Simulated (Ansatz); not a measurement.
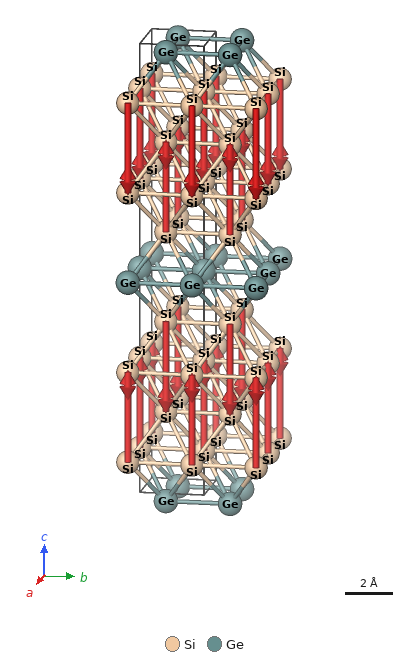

A relaxation of a crystal of Si4Ge (a generated structure, set up in I4/mmm) (coarse preliminary run). The starting structure is drawn; red arrows show the displacements (the part carried along by the change of the cell is left out), 20 times their true length.

Style: ball-and-stick. Shown: the conventional cell (2 times the calculation's cell), repeated 2 × 2 × 1 with one cell outlined, slightly off an axis. Lengths and directions refer to the drawn axes.

The calculation used DFT PBE, scalar-relativistic, plane waves, PAW (Ansatz 0.2.0).

Input file:
```yaml
crystal:
  lattice:
    - [-1.41461707, 1.41461707, 10.0028532]
    - [1.41461707, -1.41461707, 10.0028532]
    - [1.41461707, 1.41461707, -10.0028532]
  atoms:
    - { symbol: Si, position: [0.7, 0.7, 0.0] }
    - { symbol: Si, position: [0.1, 0.1, 0.0] }
    - { symbol: Si, position: [0.9, 0.9, 0.0] }
    - { symbol: Si, position: [0.3, 0.3, 0.0] }
    - { symbol: Ge, position: [0.5, 0.5, 0.0] }
basis:
  ecutwfc: 420
kpoints:
  mp_grid: { grid: [8, 8, 8] }
hamiltonian:
  xc: pbe
scf:
  occupations: { method: gaussian, width: 0.1 }
  lower_state_search: "off"
output:
  forces: true
  stress: true
  eigenvalues: true
relax:
  adjacent_minimum: "off"
  f_tol: 0.04
  max_steps: 70
  cell: { stress_tol: 0.4 }
```

Command:
```bash
ansatz run input.yaml --threads 1 --pin off --max-ram 2560MiB --backend cpu --events-out ev --progress --plain --runs-dir out
```

Atoms of which element are displaced furthest, and by how much?

Silicon: up to 0.21 Å, against 0.00 Å for germanium.

What did the optimiser do to the structure, and how much energy did it gain?

The largest moves relative to the cell, 0.21 Å, are those of Si2 and Si3. Si3 goes along −c. Ge stays in place. Cell: a = b 2.829 → 2.710 Å (−4.2 %), c 20.006 → 21.216 Å (+6.0 %). Volume −2.7 %. Near-neighbour distances that change, for instance: Si2–Ge5 2.829 → 3.015 Å, Si1–Si1 2.829 → 2.710 Å, Ge5–Ge5 2.829 → 2.710 Å, Si1–Si2 2.829 → 2.754 Å. The space group stays I4/mmm (No. 139). After 5 accepted moves (6 points after the start) the energy has fallen by 0.226 eV per cell of the calculation. The largest force component goes from 0.71 to 0.022 eV/Å. Pressure: −1.19 GPa at the start and 0.19 GPa at the end. At 1 point the geometry stayed and the basis and grid were re-selected for the new cell (energy shift of 0.3 meV per cell of the calculation at most each time). The run took 49 s on 1 thread of Arm Neoverse V1, on a shared host, peak memory 0.4 GiB.
